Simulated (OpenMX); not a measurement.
**A series of single points on Si**

System: Si (I4/mmm, 1 atom in the cell).
Method: Kohn-Sham DFT of a periodic cell, PBE, OpenMX 2013 PBE set, no spin polarisation (OpenMX 3.8.5).

The 7 runs differ only in the geometry, by an even scaling of the cell at fixed fractional positions. The structure derives from a Materials Project entry.

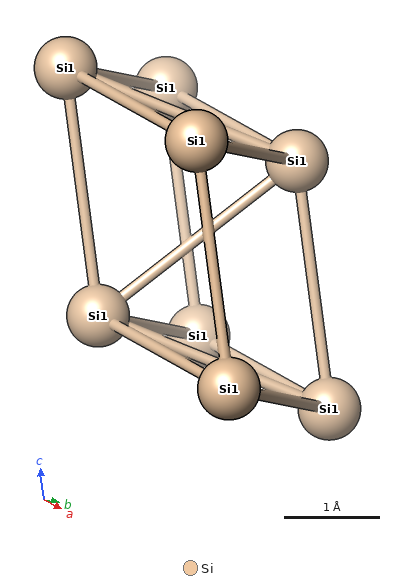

Figure 1. The structure of run 4 (ball-and-stick view of the cell of the calculation, seen at an oblique angle; atoms are numbered from 1 in the order of the input).

**Input of run 4**
```
System.CurrrentDirectory             ./
System.Name                          Si
DATA.PATH                            ./DFT_DATA13
level.of.stdout                      1
level.of.fileout                     1
Species.Number                       1
<Definition.of.Atomic.Species
  Si  Si7.0-s2p2d1           Si_PBE13
Definition.of.Atomic.Species>

Atoms.Number                         1
Atoms.SpeciesAndCoordinates.Unit     FRAC
<Atoms.SpeciesAndCoordinates
    1  Si    0.0000000000    0.0000000000    0.0000000000   2.000  2.000
Atoms.SpeciesAndCoordinates>

Atoms.UnitVectors.Unit               Ang
<Atoms.UnitVectors
    -1.6269149300    1.6269149300    1.3203298500
     1.6269149300   -1.6269149300    1.3203298500
     1.6269149300    1.6269149300   -1.3203298500
Atoms.UnitVectors>

scf.XcType                           GGA-PBE
scf.SpinPolarization                 off
scf.ElectronicTemperature            580.226
scf.energycutoff                     300.0
scf.maxIter                          100
scf.EigenvalueSolver                 band
scf.Kgrid                            13 13 13
scf.Mixing.Type                      rmm-diisk
scf.Init.Mixing.Weight               0.05
scf.Min.Mixing.Weight                0.001
scf.Max.Mixing.Weight                0.3
scf.Mixing.History                   25
scf.Mixing.StartPulay                8
scf.criterion                        1.0e-8
scf.stress.tensor                    on
MD.Type                              nomd
```

Command:
```bash
openmx Si.dat -nt 1 > Si.std
```

Lattice vectors (Å) and fractional positions of run 4:
```
  -1.626915    1.626915    1.320330
   1.626915   -1.626915    1.320330
   1.626915    1.626915   -1.320330
Si  0.000000  0.000000  0.000000
```

Run 5 has the same physical settings and fractional positions; its lattice vectors (Å) are:
```
  -1.637690    1.637690    1.329074
   1.637690   -1.637690    1.329074
   1.637690    1.637690   -1.329074
```

**Results, with one run withheld**

| run | volume per atom (Å³) | free energy per atom, from the lowest run given (meV) |
| --- | --- | --- |
| 1 | 13.140 | 43.88 |
| 2 | 13.420 | 27.18 |
| 3 | 13.699 | 14.93 |
| 4 | 13.979 | 6.53 |
| 5 | 14.258 | ? |
| 6 | 14.538 | 0.00 |
| 7 | 14.818 | 1.29 |

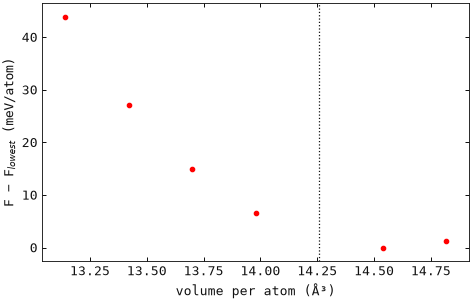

Figure 2. Free energy per atom of the runs given; the dotted line marks run 5.

What should run 5 give?

A cubic polynomial in V^(−2/3) (the Birch–Murnaghan form), fitted to the 6 runs given, misses them by at most 0.02 meV per atom. With x = V^(−2/3) − 0.17288 Å⁻², it reads F = 8.1943 + 3204.4 x + 3.1468e+05 x² + 1.4955e+05 x³ (meV per atom). At run 5 it gives 1.67 meV per atom, and the run itself gives 1.65. The fit has its minimum at 14.552 Å³ per atom, where V d²F/dV² gives 86 GPa. Cell shape and fractional positions are held, so this is the stiffness under even scaling; the relaxed bulk modulus wasn't computed.

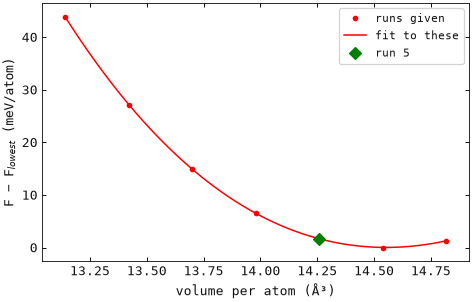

Figure 3. The fit and the withheld run.

**Some lines of the output (run 5)**
```
[...]
  Cell_Volume =     96.220764158151 (Bohr^3)
        Total energy (Hartree) at MD = 1
   kloop=0
   kloop=1
   kloop=1098
```

Notes: With a small basis of atomic orbitals these values can differ much from converged plane-wave results.
